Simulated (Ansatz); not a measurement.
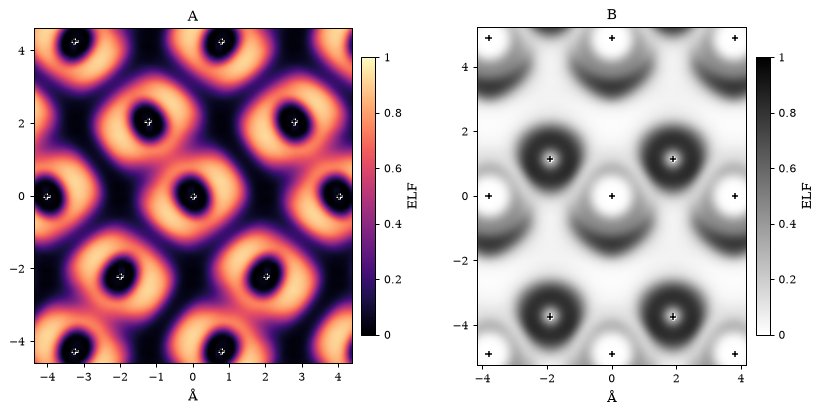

The electron localisation function of 2 systems, each on a plane through atoms (crosses mark nuclei in the plane).

Theory: Kohn-Sham DFT of a periodic cell, PBEsol, Ansatz PAW in Ansatz 0.2.0.

System 1: Br, the (100) plane of the conventional cell. Space group Cmce.

```cif
data_structure
_symmetry_space_group_name_H-M 'P 1'
_symmetry_Int_Tables_number 1
_cell_length_a 7.2000
_cell_length_b 4.0264
_cell_length_c 8.5256
_cell_angle_alpha 90.000
_cell_angle_beta 90.000
_cell_angle_gamma 90.000
_cell_volume 247.16
loop_
_atom_site_label
_atom_site_type_symbol
_atom_site_fract_x
_atom_site_fract_y
_atom_site_fract_z
_atom_site_occupancy
Br1 Br 0.00000 0.15448 0.87993 1
Br2 Br 0.50000 0.65448 0.87993 1
Br3 Br 0.00000 0.34552 0.37993 1
Br4 Br 0.50000 0.84552 0.37993 1
Br5 Br 0.00000 0.84552 0.12007 1
Br6 Br 0.50000 0.34552 0.12007 1
Br7 Br 0.00000 0.65448 0.62007 1
Br8 Br 0.50000 0.15448 0.62007 1
```

System 2: SnO, the (010) plane of the conventional cell. Space group P4/nmm; a structure from a database of computed crystals, not necessarily the ambient phase.

```
Sn O
1.0
     3.81370    0.00000    0.00000
     0.00000    3.81370    0.00000
     0.00000    0.00000    4.88691
Sn O
2 2
Cartesian
  1.9068 0.0000 3.7367
  0.0000 1.9068 1.1502
  0.0000 0.0000 0.0000
  1.9068 1.9068 0.0000
```

### Which map belongs to which system?

Panel A is system 1, Br: the plane holds Br. Br–Br (2.40 Å): the ELF peaks at about 0.75 between the atoms. Panel B is system 2, SnO: the plane holds Sn and O. Sn–O (2.23 Å): the ELF peaks at about 0.85 in the valence shell of O, 0.6 Å from its nucleus, and is about 0.20 at the midpoint; no shared electron pair shows on this line.
